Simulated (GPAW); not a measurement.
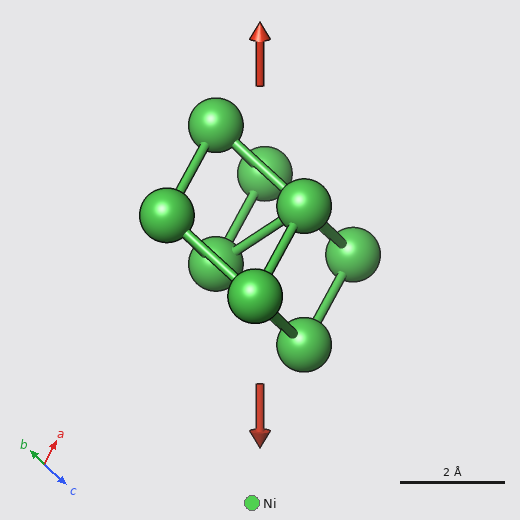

Ni, body-centred cubic (W type), space group Im-3m (No. 229). The run's cell of 1 atom is drawn unstrained, with atoms on its boundary repeated; the arrows mark the Cartesian direction z, along which it is stretched or compressed while the other dimensions are held. The atoms keep their fractional positions. The cell is a structure listed in the Materials Project. This isn't the form of Ni at room conditions, which is fcc.

Alike in all runs: GPAW 26.7.0; functional PBEsol; potentials PAW data sets generated in the run's folder for this functional; cutoff 600 eV; k mesh 13 × 13 × 13 on the run's cell of 1 atom; occupations fermi-dirac, width 0.05 eV; collinear spin, ferromagnetic start; no spin-orbit coupling. Stress is positive in compression, averaged over the directions named.

| strain (%) | ΔE (meV/atom) | stress along z (GPa) | stress across, x/y (GPa) |
| --- | --- | --- | --- |
| −4 | 10.3 | 7.82 | 11.88 |
| −2 | 2.9 | 3.89 | 5.95 |
| −1 | ? | ? | ? |
| 0 | 0.0 | 0.51 | 0.51 |
| +1 | 0.2 | -1.04 | -2.01 |
| +2 | 1.3 | -2.50 | -4.40 |
| +4 | 6.3 | -5.19 | -8.80 |

### How stiff is the crystal along the strain, and what belongs in the row left out?

The slope at zero strain is -162 GPa per unit strain, so the clamped-ion stiffness of this cell along z (C33 in these Cartesian axes) is about 160 GPa. The fit puts the stress at −1 % at 2.18 GPa. The run gave 2.16 GPa along, 3.16 GPa across and ΔE = 0.9 meV/atom.

### At which strain does the stress along the strained direction vanish?

Near +0.3 %: the cell as given is compressed along it at this level of theory (0.5 GPa), so the energy is least there and not at zero.

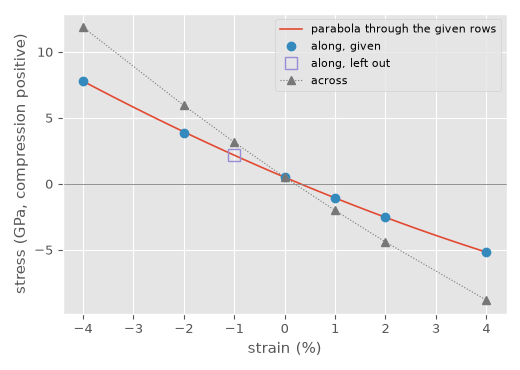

Stress against strain.

Caveat: the density grid can change from cell to cell, which puts small steps into energies and stress; the stock nickel data set gives pressures a few GPa off other programs.
